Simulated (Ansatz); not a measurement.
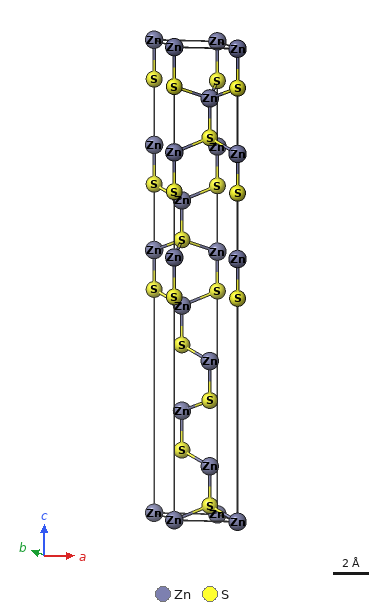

The crystal in a ball-and-stick representation, seen slightly off an axis. The conventional unit cell is drawn as a box.

ZnS, space group R3m (No. 160), a = 3.775 Å, b = 3.775 Å, c = 27.826 Å, α = 90.00°, β = 90.00°, γ = 120.00°. The structure was taken from a structure listed in the Materials Project. The cell was then strained or its atoms displaced on purpose. It was run through Ansatz as a DFT input.

This one geometry was computed with Ansatz (DFT, plane waves, PAW) at three levels of theory: PBE, r2SCAN and HSE06. It was relaxed with r2SCAN and then strained.

**Which level gives the highest pressure at this volume, and what does that say about its equilibrium volume?**

Highest: PBE (4.4 GPa) and HSE06 (4.0 GPa), which points to the largest equilibrium volume. Lowest, with the smallest volume: r2SCAN (2.2 GPa). Levels within 0.5 GPa of each other can't be told apart.

**How does the band gap change with the level of theory?**

PBE: a gap of 2.30 eV, direct; r2SCAN: a gap of 2.88 eV, direct; HSE06: a gap of 3.56 eV, direct.

**Collect the results in a table.**

| level | cutoff (eV) | k-mesh of the run's cell | gap (eV) | pressure (GPa) |
| --- | --- | --- | --- | --- |
| PBE | 420 | 8×8×8 | 2.30 | 4.4 |
| r2SCAN | 500 | 8×8×8 | 2.88 | 2.2 |
| HSE06 | 420 | 4×4×4 | 3.56 | 4.0 |

Gaps are taken on the k-mesh or band path of each run.
